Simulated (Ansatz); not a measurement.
# AlO₂: what the fields show

Input file:

```
crystal:
  lattice:
    - [1.488162, -5.402833, 0.0]
    - [1.488162, 5.402833, 0.0]
    - [0.0, 0.0, 3.646612]
  atoms:
    - { symbol: Al, position: [0.668133, 0.331867, 0.75] }
    - { symbol: Al, position: [0.331867, 0.668133, 0.25] }
    - { symbol: O, position: [0.061072, 0.938928, 0.75] }
    - { symbol: O, position: [0.938928, 0.061072, 0.25] }
    - { symbol: O, position: [0.294184, 0.705816, 0.75] }
    - { symbol: O, position: [0.705816, 0.294184, 0.25] }
hamiltonian:
  xc: r2scan
  pseudopotentials: { kind: paw }
kpoints:
  mp_grid: { grid: [9, 9, 7] }
  band_path:
    path:
      - [[0.0, 0.0, 0.0], [0.2689669431, 0.2689669431, 0.0], [0.0, 0.5, 0.0], [0.0, 0.5, 0.5], [0.2689669431, 0.2689669431, 0.5], [0.0, 0.0, 0.5], [0.0, 0.0, 0.0], [-0.5, 0.5, 0.0], [-0.2689669431, 0.7310330569, 0.0], [-0.2689669431, 0.7310330569, 0.5], [-0.5, 0.5, 0.5], [-0.5, 0.5, 0.0]]
      - [[0.0, 0.0, 0.5], [-0.5, 0.5, 0.5]]
    npoints: 14
scf:
  occupations: { method: fermi_dirac, width: 0.05 }
  n_extra_bands: 15
output:
  forces: true
  stress: true
  eigenvalues: true
  fatbands: false
  write_density: true
  write_potential: true
  elf: true
  volumetric_format: npy
```

Command:

```sh
ansatz run input.yaml --threads 2 --pin off --max-ram 5632MiB --backend cpu --events-out ev --progress --plain --runs-dir out
```

Below, planes, directions and counts refer to the conventional cell (a = 2.98 Å, b = 10.81 Å, c = 3.65 Å, α = 90.00°, β = 90.00°, γ = 90.00°).

Space group Cmcm; a structure from a database of computed crystals, not necessarily the ambient phase; not relaxed (largest force 0.8 eV/Å); computed pressure about −7 GPa in this cell.

These are results of Kohn-Sham DFT of a periodic cell, r2SCAN, Ansatz PAW (Ansatz), not measurements.

The density is the valence pseudo-density of a PAW calculation; it isn't the true density close to the nuclei.

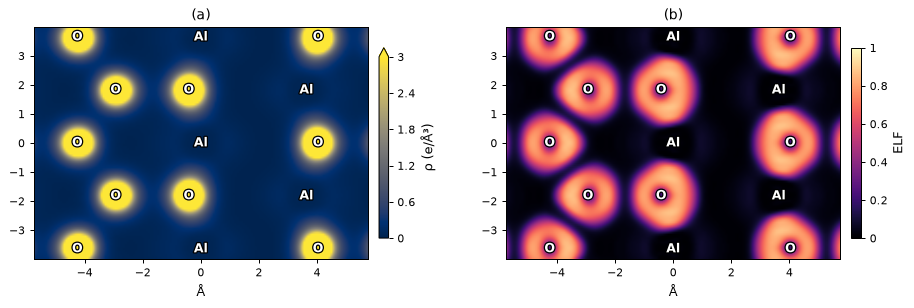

Figure 1. (a) valence electron density; (b) electron localisation function on the (100) plane of the conventional cell.

> Read the bonding off the picture.

- The section cuts through Al and O sites.
- Al–O (1.87 Å): ρ is about 0.63 e/Å³ halfway; the ELF peaks at about 0.85 in the valence shell of O, 0.6 Å from its nucleus, and is about 0.80 at the midpoint.
- Between the atoms the lowest density in this plane is 0.02 e/Å³.
- The ELF also peaks beside O, away from the bonds: lone-pair regions.

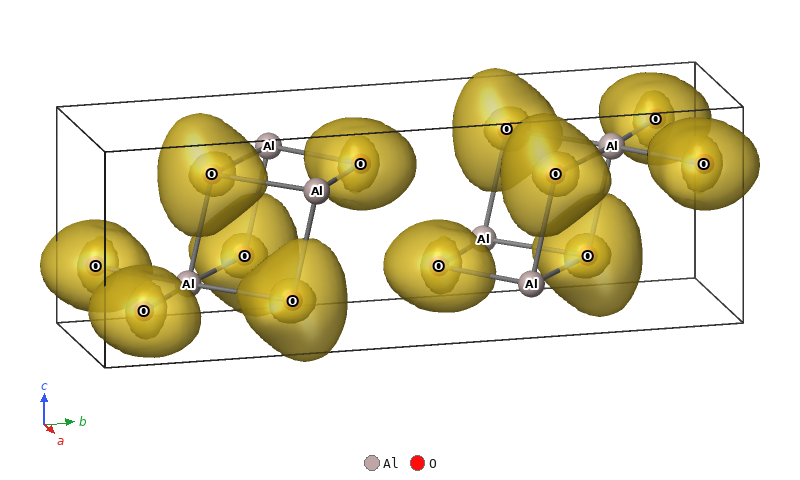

Figure 2. Isosurface of the electron localisation function at 0.7 (yellow), seen slightly off an axis. Only the valence region is drawn (cores and ρ < 0.01 e/Å³ removed). Sticks mark near contacts.

> Identify the bonds, lone pairs and shells in this picture.

The surface consists of eight regions on O in which the atom's valence shell and bonds are merged, counted in one cell of 12 atoms. Regions shared between cells count once. Profiles from the grid: Al–O (2.02 Å): the ELF peaks at about 0.85 in the valence shell of O, 0.7 Å from its nucleus, and is about 0.75 at the midpoint.

> Does the calculation give a band gap?

It is gapless in this calculation (a metal or semimetal).
